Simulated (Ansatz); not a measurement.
# Run report: C₁₁H₂, geometry relaxation (part 3 of 3)

C₁₁H₂ (slab, 26 atoms in the cell); DFT PBE, scalar-relativistic, plane waves, PAW, no spin polarisation (Ansatz 0.2.0); cutoff 420 eV, 5×10×1 k-mesh, Gaussian smearing of 0.05 eV. The structure derives from an entry of the Crystallography Open Database. The input holds or restrains some coordinates.

**Output, continued**
```
  k-point 17: bands = ["-13.8113", "-13.7855", "-13.4135", "-13.3249", "-12.7924", "-12.7596", "-12.5935", "-12.4218", "-11.9730", "-11.9679", "-11.6858", "-10.5334", "-9.9907", "-9.7782", "-9.2455", "-8.8180", "-8.6384", "-8.0162", "-7.9229", "-7.2986", "-7.2356", "-6.8363", "-6.7540", "-6.3726", "-4.9856", "-4.7813", "-4.7441", "-4.5780", "-4.3105", "-4.1626", "-3.7648", "-3.5055", "-3.4810", "-3.3308", "-3.0573", "-3.0331", "-3.0099", "-2.7220", "-2.5588", "-2.5117", "-2.0531", "-1.8226", "-1.7729", "-1.3932", "-0.8441", "1.0529", "3.9395", "6.2681", "6.5863", "7.7233", "8.3917", "8.5445", "8.8209", "8.9845", "9.4135", "9.6255", "9.7455", "9.9715", "10.1887", "10.6808", "10.9705", "11.2171", "11.4501", "11.6016", "12.0715", "12.2363", "12.2974", "12.4429", "12.8760", "13.0720", "13.1037", "13.2190"]
--- Relaxed structure (7 steps of the walk, 7 accepted, 0 SCFs on fresh bases) ---
  F+E_penalty+E_count = -5570.36766008 eV   max|allowed force component| = 8.852e-3 eV/Å
  atoms:
    - { symbol: H, position: [0.24999999999999997, 0.1314227055, 0.3221292933] }
    - { symbol: H, position: [0.24999999999999997, 0.8685772944999999, 0.3221292933] }
    - { symbol: H, position: [0.7499999999999999, 0.8685772944999999, 0.3221292933] }
    - { symbol: H, position: [0.7499999999999999, 0.1314227055, 0.3221292933] }
    - { symbol: C, position: [0.24999999999999997, 0.49999999999999994, 0.34707483419999996] }
    - { symbol: C, position: [0.7499999999999999, 0.49999999999999994, 0.34707483419999996] }
    - { symbol: C, position: [0.49999999999999994, 0.49999999999999994, 0.3809123727] }
    - { symbol: C, position: [0.0, 0.49999999999999994, 0.3809123727] }
    - { symbol: C, position: [0.49999999999999994, 0.0, 0.4147499113] }
    - { symbol: C, position: [0.0, 0.0, 0.4147499113] }
    - { symbol: C, position: [0.7499999999999999, 0.0, 0.4485874498] }
    - { symbol: C, position: [0.24999999999999997, 0.0, 0.4485874498] }
    - { symbol: C, position: [0.7499999999999999, 0.49999999999999994, 0.4824249883] }
    - { symbol: C, position: [0.24999999999999997, 0.49999999999999994, 0.4824249883] }
    - { symbol: C, position: [0.0038529028879874553, 0.49999999999999994, 0.5162907218071204] }
    - { symbol: C, position: [0.4961470971120125, 0.49999999999999994, 0.5162907218071204] }
    - { symbol: C, position: [0.004094114208023282, 0.0, 0.5500997067155206] }
    - { symbol: C, position: [0.49590588579197675, 0.0, 0.5500997067155206] }
    - { symbol: C, position: [0.24999999999999997, 0.0, 0.5870589112179827] }
    - { symbol: C, position: [0.7499999999999999, 0.0, 0.5811395516165576] }
    - { symbol: C, position: [0.24999999999999997, 0.49999999999999994, 0.622964479512711] }
    - { symbol: C, position: [0.7499999999999999, 0.49999999999999994, 0.6129504689036638] }
    - { symbol: C, position: [0.5183565125470662, 0.49999999999999994, 0.6533315620457197] }
    - { symbol: C, position: [-0.018356512547066096, 0.49999999999999994, 0.6533315620457197] }
    - { symbol: C, position: [0.6134146562513378, 0.0, 0.679014020523908] }
    - { symbol: C, position: [0.8865853437486619, 0.0, 0.679014020523908] }
```

**Trajectory as extended XYZ (Å, eV, eV/Å), 7 frames, from step=1 to step=7**
```
26
Lattice="5.0508 0.0000 0.0000 0.0000 2.5254 0.0000 0.0000 0.0000 26.3869" Properties=species:S:1:pos:R:3:forces:R:3 step=1 energy=-5569.15790
H     1.2627    0.3319    8.5000    0.0000  12.4274   0.5586
H     1.2627    2.1935    8.5000    0.0000 -12.4274   0.5586
H     3.7881    2.1935    8.5000    0.0000 -12.4272   0.5582
H     3.7881    0.3319    8.5000    0.0000  12.4272   0.5582
C     1.2627    1.2627    9.1582    0.0000   0.0000   0.1906
C     3.7881    1.2627    9.1582    0.0000   0.0000   0.1883
C     2.5254    1.2627   10.0511    0.0034   0.0000  -1.3728
C     0.0000    1.2627   10.0511   -0.0034   0.0000  -1.3728
C     2.5254    0.0000   10.9440   -0.0038   0.0000   0.0886
C     0.0000    0.0000   10.9440    0.0038   0.0000   0.0886
C     3.7881    0.0000   11.8368    0.0000   0.0000  -0.0198
C     1.2627    0.0000   11.8368    0.0000   0.0000  -0.0284
C     3.7881    1.2627   12.7297    0.0000   0.0000   0.0471
C     1.2627    1.2627   12.7297    0.0000   0.0000  -0.0389
C     0.0000    1.2627   13.6226    0.1023   0.0000  -0.0047
C     2.5254    1.2627   13.6226   -0.1023   0.0000  -0.0047
C     0.0000    0.0000   14.5154   -0.0914   0.0000  -0.0520
C     2.5254    0.0000   14.5154    0.0914   0.0000  -0.0520
C     1.2627    0.0000   15.4083    0.0000   0.0000   0.1704
C     3.7881    0.0000   15.4083    0.0000   0.0000  -0.8599
C     1.2627    1.2627   16.3012    0.0000   0.0000   1.8452
C     3.7881    1.2627   16.3012    0.0000   0.0000  -4.5193
C     2.5254    1.2627   17.1941    2.6409   0.0000   1.2894
C     0.0000    1.2627   17.1941   -2.6409   0.0000   1.2894
C     3.0052    0.0000   17.8869    2.7035   0.0000   0.4482
C     4.5710    0.0000   17.8869   -2.7035   0.0000   0.4482
26
Lattice="5.0508 0.0000 0.0000 0.0000 2.5254 0.0000 0.0000 0.0000 26.3869" Properties=species:S:1:pos:R:3:forces:R:3 step=2 energy=-5570.19217
H     1.2627    0.3319    8.5000    0.0000  12.4273   0.5591
H     1.2627    2.1935    8.5000    0.0000 -12.4273   0.5591
H     3.7881    2.1935    8.5000    0.0000 -12.4272   0.5577
H     3.7881    0.3319    8.5000    0.0000  12.4272   0.5577
C     1.2627    1.2627    9.1582    0.0000   0.0000   0.1946
C     3.7881    1.2627    9.1582    0.0000   0.0000   0.1811
C     2.5254    1.2627   10.0511    0.0181   0.0000  -1.3727
C     0.0000    1.2627   10.0511   -0.0181   0.0000  -1.3727
C     2.5254    0.0000   10.9440   -0.0284   0.0000   0.0882
C     0.0000    0.0000   10.9440    0.0284   0.0000   0.0882
C     3.7881    0.0000   11.8368    0.0000   0.0000   0.0265
C     1.2627    0.0000   11.8368    0.0000   0.0000  -0.0760
C     3.7881    1.2627   12.7297    0.0000   0.0000   0.3094
C     1.2627    1.2627   12.7297    0.0000   0.0000  -0.3356
C     0.0097    1.2627   13.6224    0.5596   0.0000   0.0014
C     2.5157    1.2627   13.6224   -0.5596   0.0000   0.0014
C     0.0295    0.0000   14.5151   -0.6822   0.0000  -0.0199
C     2.4959    0.0000   14.5151    0.6822   0.0000  -0.0199
C     1.2627    0.0000   15.4802    0.0000   0.0000  -0.1071
C     3.7881    0.0000   15.3372    0.0000   0.0000   0.4006
C     1.2627    1.2627   16.4157    0.0000   0.0000   0.1539
C     3.7881    1.2627   16.2014    0.0000   0.0000  -1.3155
C     2.6075    1.2627   17.2257    0.1133   0.0000   0.5090
C    -0.0821    1.2627   17.2257   -0.1133   0.0000   0.5090
C     3.0533    0.0000   17.9248    2.7769   0.0000  -0.0389
C     4.5229    0.0000   17.9248   -2.7769   0.0000  -0.0389
26
Lattice="5.0508 0.0000 0.0000 0.0000 2.5254 0.0000 0.0000 0.0000 26.3869" Properties=species:S:1:pos:R:3:forces:R:3 step=3 energy=-5570.22657
H     1.2627    0.3319    8.5000    0.0000  12.4269   0.5585
H     1.2627    2.1935    8.5000    0.0000 -12.4269   0.5585
H     3.7881    2.1935    8.5000    0.0000 -12.4277   0.5587
H     3.7881    0.3319    8.5000    0.0000  12.4277   0.5587
C     1.2627    1.2627    9.1582    0.0000   0.0000   0.1891
C     3.7881    1.2627    9.1582    0.0000   0.0000   0.1852
C     2.5254    1.2627   10.0511    0.0039   0.0000  -1.3690
C     0.0000    1.2627   10.0511   -0.0039   0.0000  -1.3690
C     2.5254    0.0000   10.9440   -0.0242   0.0000   0.0934
C     0.0000    0.0000   10.9440    0.0242   0.0000   0.0934
C     3.7881    0.0000   11.8368    0.0000   0.0000   0.2906
C     1.2627    0.0000   11.8368    0.0000   0.0000   0.0955
C     3.7881    1.2627   12.7297    0.0000   0.0000   0.9716
C     1.2627    1.2627   12.7297    0.0000   0.0000   0.3580
C     0.0335    1.2627   13.6553   -0.6787   0.0000  -0.9286
C     2.4919    1.2627   13.6553    0.6787   0.0000  -0.9286
C     0.0129    0.0000   14.5358    0.6200   0.0000   0.2795
C     2.5125    0.0000   14.5358   -0.6200   0.0000   0.2795
C     1.2627    0.0000   15.5338    0.0000   0.0000  -0.5623
C     3.7881    0.0000   15.3611    0.0000   0.0000  -0.0735
C     1.2627    1.2627   16.4638    0.0000   0.0000   0.6796
C     3.7881    1.2627   16.1914    0.0000   0.0000   1.2036
C     2.5907    1.2627   17.2995    1.1292   0.0000  -0.5058
C    -0.0653    1.2627   17.2995   -1.1292   0.0000  -0.5058
C     3.0788    0.0000   17.9763    1.1612   0.0000  -0.3566
C     4.4975    0.0000   17.9763   -1.1612   0.0000  -0.3566
26
Lattice="5.0508 0.0000 0.0000 0.0000 2.5254 0.0000 0.0000 0.0000 26.3869" Properties=species:S:1:pos:R:3:forces:R:3 step=4 energy=-5570.33971
H     1.2627    0.3319    8.5000    0.0000  12.4272   0.5589
H     1.2627    2.1935    8.5000    0.0000 -12.4272   0.5589
H     3.7881    2.1935    8.5000    0.0000 -12.4273   0.5580
H     3.7881    0.3319    8.5000    0.0000  12.4273   0.5580
C     1.2627    1.2627    9.1582    0.0000   0.0000   0.1931
C     3.7881    1.2627    9.1582    0.0000   0.0000   0.1829
C     2.5254    1.2627   10.0511    0.0132   0.0000  -1.3729
C     0.0000    1.2627   10.0511   -0.0132   0.0000  -1.3729
C     2.5254    0.0000   10.9440   -0.0282   0.0000   0.0872
C     0.0000    0.0000   10.9440    0.0282   0.0000   0.0872
C     3.7881    0.0000   11.8368    0.0000   0.0000   0.0271
C     1.2627    0.0000   11.8368    0.0000   0.0000  -0.1266
C     3.7881    1.2627   12.7297    0.0000   0.0000   0.2238
C     1.2627    1.2627   12.7297    0.0000   0.0000  -0.4914
C     0.0202    1.2627   13.6187    0.0354   0.0000   0.0685
C     2.5053    1.2627   13.6187   -0.0354   0.0000   0.0685
C     0.0236    0.0000   14.5090   -0.0840   0.0000   0.0615
C     2.5018    0.0000   14.5090    0.0840   0.0000   0.0615
C     1.2627    0.0000   15.4898    0.0000   0.0000  -0.0424
C     3.7881    0.0000   15.3241    0.0000   0.0000  -0.1351
C     1.2627    1.2627   16.4386    0.0000   0.0000  -0.1364
C     3.7881    1.2627   16.1555    0.0000   0.0000   0.2046
C     2.6347    1.2627   17.2271   -0.6976   0.0000  -0.0634
C    -0.1093    1.2627   17.2271    0.6976   0.0000  -0.0634
C     3.1111    0.0000   17.8993   -0.9832   0.0000   0.1540
C     4.4651    0.0000   17.8993    0.9832   0.0000   0.1540
26
Lattice="5.0508 0.0000 0.0000 0.0000 2.5254 0.0000 0.0000 0.0000 26.3869" Properties=species:S:1:pos:R:3:forces:R:3 step=5 energy=-5570.36639
H     1.2627    0.3319    8.5000    0.0000  12.4272   0.5588
H     1.2627    2.1935    8.5000    0.0000 -12.4272   0.5588
H     3.7881    2.1935    8.5000    0.0000 -12.4274   0.5581
H     3.7881    0.3319    8.5000    0.0000  12.4274   0.5581
C     1.2627    1.2627    9.1582    0.0000   0.0000   0.1924
C     3.7881    1.2627    9.1582    0.0000   0.0000   0.1834
C     2.5254    1.2627   10.0511    0.0115   0.0000  -1.3726
C     0.0000    1.2627   10.0511   -0.0115   0.0000  -1.3726
C     2.5254    0.0000   10.9440   -0.0257   0.0000   0.0884
C     0.0000    0.0000   10.9440    0.0257   0.0000   0.0884
C     3.7881    0.0000   11.8368    0.0000   0.0000   0.0508
C     1.2627    0.0000   11.8368    0.0000   0.0000  -0.0947
C     3.7881    1.2627   12.7297    0.0000   0.0000   0.3136
C     1.2627    1.2627   12.7297    0.0000   0.0000  -0.3412
C     0.0197    1.2627   13.6227   -0.0254   0.0000   0.0228
C     2.5057    1.2627   13.6227    0.0254   0.0000   0.0228
C     0.0205    0.0000   14.5155   -0.0030   0.0000  -0.0386
C     2.5049    0.0000   14.5155    0.0030   0.0000  -0.0386
C     1.2627    0.0000   15.4883    0.0000   0.0000   0.0116
C     3.7881    0.0000   15.3353    0.0000   0.0000  -0.0107
C     1.2627    1.2627   16.4338    0.0000   0.0000   0.0633
C     3.7881    1.2627   16.1754    0.0000   0.0000  -0.0727
C     2.6151    1.2627   17.2379    0.1057   0.0000  -0.0128
C    -0.0897    1.2627   17.2379   -0.1057   0.0000  -0.0128
C     3.0954    0.0000   17.9145    0.2134   0.0000   0.0485
C     4.4808    0.0000   17.9145   -0.2134   0.0000   0.0485
26
Lattice="5.0508 0.0000 0.0000 0.0000 2.5254 0.0000 0.0000 0.0000 26.3869" Properties=species:S:1:pos:R:3:forces:R:3 step=6 energy=-5570.36758
H     1.2627    0.3319    8.5000    0.0000  12.4272   0.5588
H     1.2627    2.1935    8.5000    0.0000 -12.4272   0.5588
H     3.7881    2.1935    8.5000    0.0000 -12.4274   0.5581
H     3.7881    0.3319    8.5000    0.0000  12.4274   0.5581
C     1.2627    1.2627    9.1582    0.0000   0.0000   0.1924
C     3.7881    1.2627    9.1582    0.0000   0.0000   0.1832
C     2.5254    1.2627   10.0511    0.0118   0.0000  -1.3726
C     0.0000    1.2627   10.0511   -0.0118   0.0000  -1.3726
C     2.5254    0.0000   10.9440   -0.0262   0.0000   0.0884
C     0.0000    0.0000   10.9440    0.0262   0.0000   0.0884
C     3.7881    0.0000   11.8368    0.0000   0.0000   0.0554
C     1.2627    0.0000   11.8368    0.0000   0.0000  -0.0909
C     3.7881    1.2627   12.7297    0.0000   0.0000   0.3290
C     1.2627    1.2627   12.7297    0.0000   0.0000  -0.3327
C     0.0198    1.2627   13.6233   -0.0114   0.0000   0.0021
C     2.5056    1.2627   13.6233    0.0114   0.0000   0.0021
C     0.0210    0.0000   14.5156   -0.0134   0.0000   0.0046
C     2.5044    0.0000   14.5156    0.0134   0.0000   0.0046
C     1.2627    0.0000   15.4914    0.0000   0.0000  -0.0036
C     3.7881    0.0000   15.3349    0.0000   0.0000   0.0091
C     1.2627    1.2627   16.4388    0.0000   0.0000  -0.0080
C     3.7881    1.2627   16.1751    0.0000   0.0000  -0.0159
C     2.6183    1.2627   17.2396    0.0092   0.0000   0.0379
C    -0.0929    1.2627   17.2396   -0.0092   0.0000   0.0379
C     3.0983    0.0000   17.9195   -0.0170   0.0000  -0.0369
C     4.4779    0.0000   17.9195    0.0170   0.0000  -0.0369
26
Lattice="5.0508 0.0000 0.0000 0.0000 2.5254 0.0000 0.0000 0.0000 26.3869" Properties=species:S:1:pos:R:3:forces:R:3 step=7 energy=-5570.36766
H     1.2627    0.3319    8.5000    0.0000  12.4272   0.5588
H     1.2627    2.1935    8.5000    0.0000 -12.4272   0.5588
H     3.7881    2.1935    8.5000    0.0000 -12.4274   0.5581
H     3.7881    0.3319    8.5000    0.0000  12.4274   0.5581
C     1.2627    1.2627    9.1582    0.0000   0.0000   0.1925
C     3.7881    1.2627    9.1582    0.0000   0.0000   0.1832
C     2.5254    1.2627   10.0511    0.0119   0.0000  -1.3726
C     0.0000    1.2627   10.0511   -0.0119   0.0000  -1.3726
C     2.5254    0.0000   10.9440   -0.0261   0.0000   0.0884
C     0.0000    0.0000   10.9440    0.0261   0.0000   0.0884
C     3.7881    0.0000   11.8368    0.0000   0.0000   0.0541
C     1.2627    0.0000   11.8368    0.0000   0.0000  -0.0900
C     3.7881    1.2627   12.7297    0.0000   0.0000   0.3236
C     1.2627    1.2627   12.7297    0.0000   0.0000  -0.3295
C     0.0195    1.2627   13.6233    0.0002   0.0000  -0.0049
C     2.5060    1.2627   13.6233   -0.0002   0.0000  -0.0049
C     0.0207    0.0000   14.5154    0.0008   0.0000  -0.0052
C     2.5047    0.0000   14.5154   -0.0008   0.0000  -0.0052
C     1.2627    0.0000   15.4907    0.0000   0.0000   0.0081
C     3.7881    0.0000   15.3345    0.0000   0.0000   0.0062
C     1.2627    1.2627   16.4381    0.0000   0.0000  -0.0020
C     3.7881    1.2627   16.1739    0.0000   0.0000   0.0078
C     2.6181    1.2627   17.2394    0.0036   0.0000  -0.0085
C    -0.0927    1.2627   17.2394   -0.0036   0.0000  -0.0085
C     3.0983    0.0000   17.9171   -0.0011   0.0000   0.0089
C     4.4780    0.0000   17.9171    0.0011   0.0000   0.0089
```

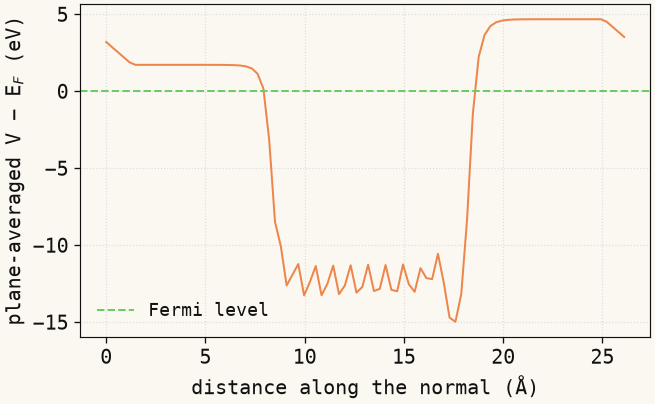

Fig. 1: Plane average of the electrostatic potential energy of an electron across the cell, from the Fermi level. The vacuum level lies 4.67 eV above the Fermi level on the upper side and 1.71 eV on the lower.

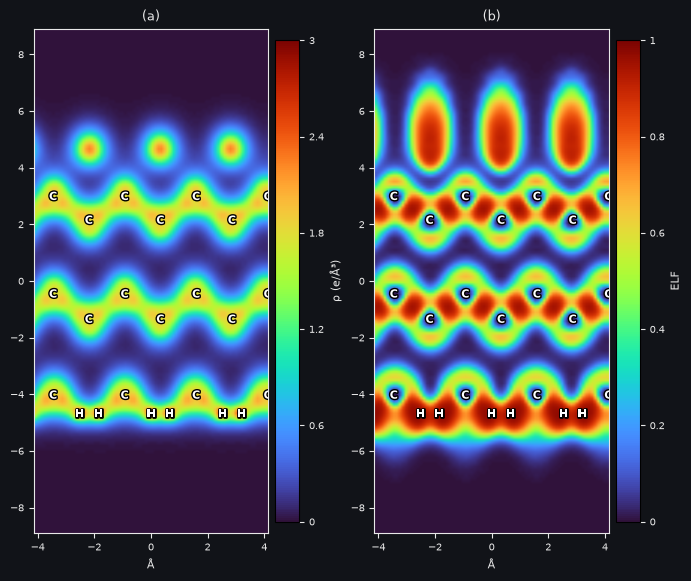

Fig. 2: (a) valence pseudo-density; (b) ELF on the (100) plane of the calculation cell, a cut from vacuum to vacuum. The section cuts through H and C sites. H–H (0.66 Å): ρ is about 1.8 e/Å³ halfway; the ELF is about 0.90 at the midpoint; a covalent bond by its length. C–H (1.14 Å): ρ at the midpoint is about 1.9 e/Å³; the ELF climbs to about 1 towards the hydrogen, as it does in any bond to H; a covalent bond by its length. The density dies away to nearly zero in the vacuum. In a PAW calculation such maps are meaningful between the atoms, not at the nuclei.

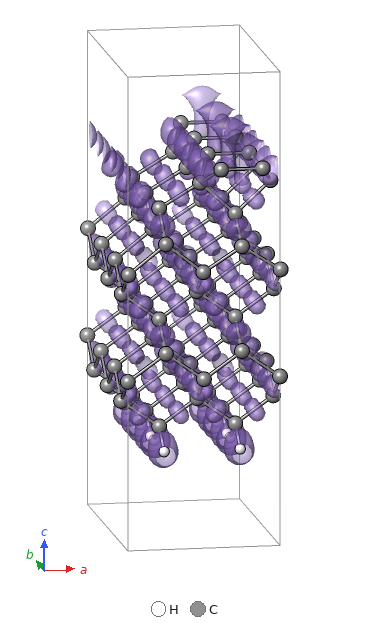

Fig. 3: Isosurface of the ELF at 0.8 (purple), seen slightly off an axis. Core shells and regions of very low density are left out. Sticks mark near contacts. Counts are for one cell; the picture repeats the cell along the surface. Along the contacts the grid gives the following. C–H (1.14 Å): the ELF climbs to about 1 towards the hydrogen; a covalent bond by its length.

**Key numbers**

- outcome: converged under the restraints of the input
- electrons treated: 92
- free energy: −5570.3677 eV
- work function, top face: 4.67 eV
- work function, bottom face: 1.71 eV
- Fermi energy: 3.591 eV
- gap on the k-point mesh: 0.69 eV
- final volume: 336.58 Å³
- work function (upper face): 4.67 eV
- largest force (length of the vector) at the end, held atoms and coordinates included: 12.440 eV/Å
- wall time: 4.9 min (CPU time 9.5 min)
- peak memory: 0.82 GiB

**Remarks**

The program warns: the exchange-correlation potential is rough where the density is thin.
